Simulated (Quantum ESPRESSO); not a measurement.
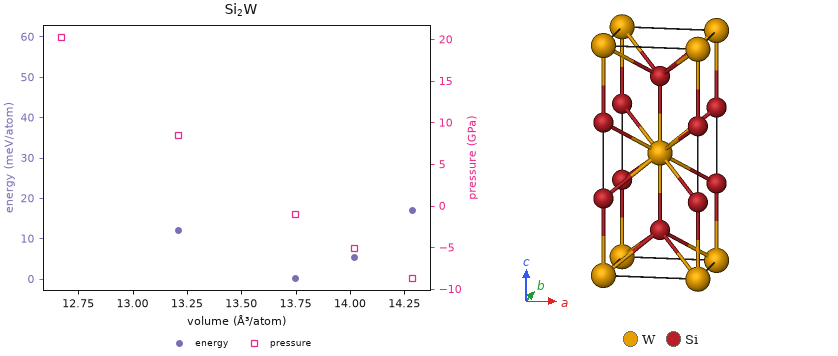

The plot gives the computed energy and pressure against volume for Si₂W, space group I4/mmm (No. 139). The conventional cell is drawn beside the plot.

Cell as given: a = 4.527 Å, b = 4.527 Å, c = 4.527 Å, α = 138.42°, β = 138.42°, γ = 60.27°; 3 atoms.

Calculation (Quantum ESPRESSO 7.5): plane-wave DFT, no spin polarisation; energies at scaled volumes of the given cell, shape and fractions fixed, counted from the fit's minimum, third-order Birch-Murnaghan fit. Level: PBE.

k mesh 12×12×12; occupations Fermi–Dirac; smearing width 0.05 eV; potentials SSSP 1.3 efficiency PBE; wave cutoff 748.3 eV; density cutoff 5987 eV.

The points at volume 12.94 Å³/atom and 13.48 Å³/atom are left out of the plot. What values does the calculation give there?

```csv
volume (Å³/atom),energy (meV/atom),pressure (GPa)
12.94,31.03,14.00
13.48,2.20,3.45
```

Keep in mind: shape and atomic fractions are frozen while scaling, which makes layered, chain and framework solids too stiff.
